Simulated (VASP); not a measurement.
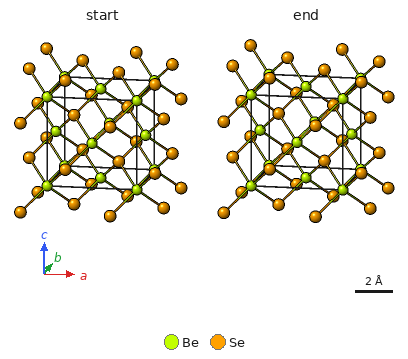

The structure of a crystal of BeSe (set up in F-43m) before (left) and after (right) a relaxation, at one scale.

A ball-and-stick model of the conventional cell (4 times the calculation's cell), seen slightly off an axis. Lengths and directions refer to the drawn axes.

The run lets cell and atoms move.

All numbers below come from Kohn-Sham DFT of a periodic cell, PBE, VASP PAW PBE potentials, minimal in VASP.

Input
```
SYSTEM = BeSe
  PREC = Accurate
  ENCUT = 300
  EDIFF = 1E-6
  ISMEAR = 0
  SIGMA = 0.03
  LREAL = .FALSE.
  LASPH = .TRUE.
  NELM = 80
  ALGO = Normal
  ISIF = 3
  LWAVE = .FALSE.
  LCHARG = .FALSE.
  GGA = PE
  IBRION = 2
  NSW = 90
  EDIFFG = -0.01
```

Run as
```bash
cat potpaw_PBE.64/Be/POTCAR potpaw_PBE.64/Se/POTCAR > POTCAR
mpirun -np 1 vasp_std > vasp.out
```

Q: Summarise the run.

A: The energy falls by 19.2 meV per atom in 2 geometry steps. All forces vanish by symmetry, so only the cell relaxes. The pressure goes from 5.76 to 0.03 GPa. No atom moves by more than 0.005 Å relative to the cell. The volume changes by +6.9 %, with a = b = c 5.070 → 5.184 Å (+2.3 %). Near-neighbour distances that change, for instance: Be–Se 2.195 → 2.245 Å. The space group stays F-43m (No. 216).
